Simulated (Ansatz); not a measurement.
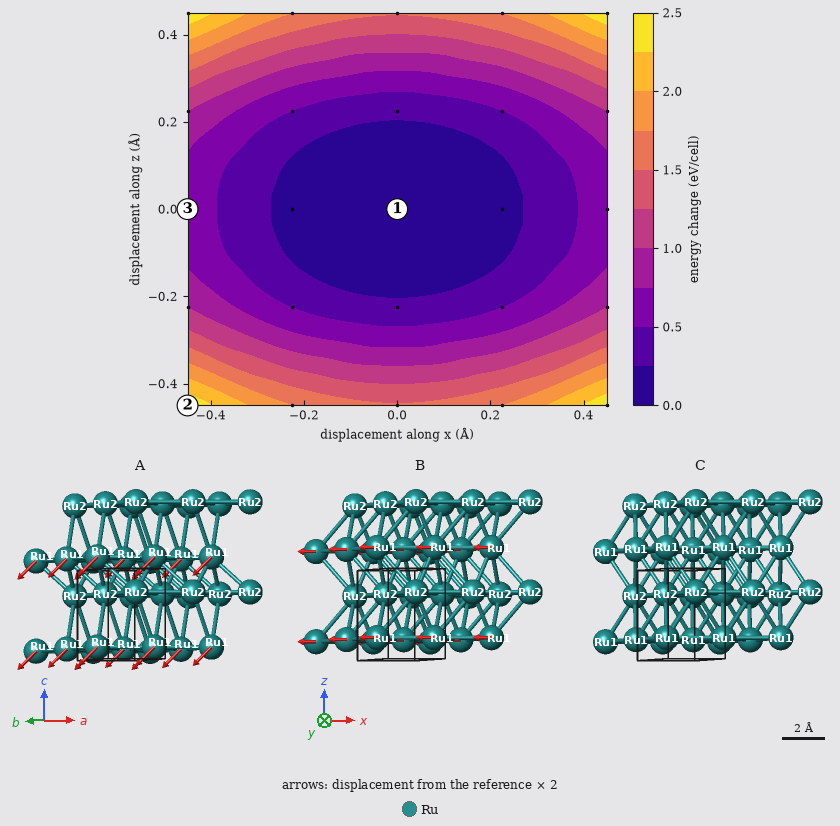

A scan of a crystal of Ru (P6_3/mmc): Ru1 (one in each cell of 2 atoms) is moved over the plane of the Cartesian directions x and z, all else fixed. The map is interpolated between the computed points (dots). The frames are shuffled; each belongs to one numbered point. A ball-and-stick model of the cell of the calculation, repeated 3 × 3 × 2 with one cell outlined, seen nearly along the normal of the scanned plane. Red arrows: displacements from the reference.

All numbers below come from DFT PBE, scalar-relativistic, plane waves, PAW (Ansatz). (plane-wave cutoff 420 eV; k-point mesh 24 × 24 × 14; occupations gaussian; smearing width 0.15 eV; no spin polarisation). Energies (free energies at the smearing named) are counted from the relaxed crystal.

Which frame belongs to which numbered point?

Point 1 is frame C, at (0.000, 0.000) and 0.00 eV/cell; 2 is frame A, at (−0.450, −0.450) and 2.42 eV/cell; 3 is frame B, at (−0.450, 0.000) and 0.63 eV/cell. In pairs of (displacement along x (Å); displacement along z (Å)): the lowest computed point lies at (0.000, 0.000) (0.00 eV/cell), the highest at (−0.450, −0.450), (−0.450, 0.450), (0.450, 0.450), (0.450, −0.450) (2.42 eV/cell).  Over the ranges scanned the energy rises more along the second axis, the displacement along z.
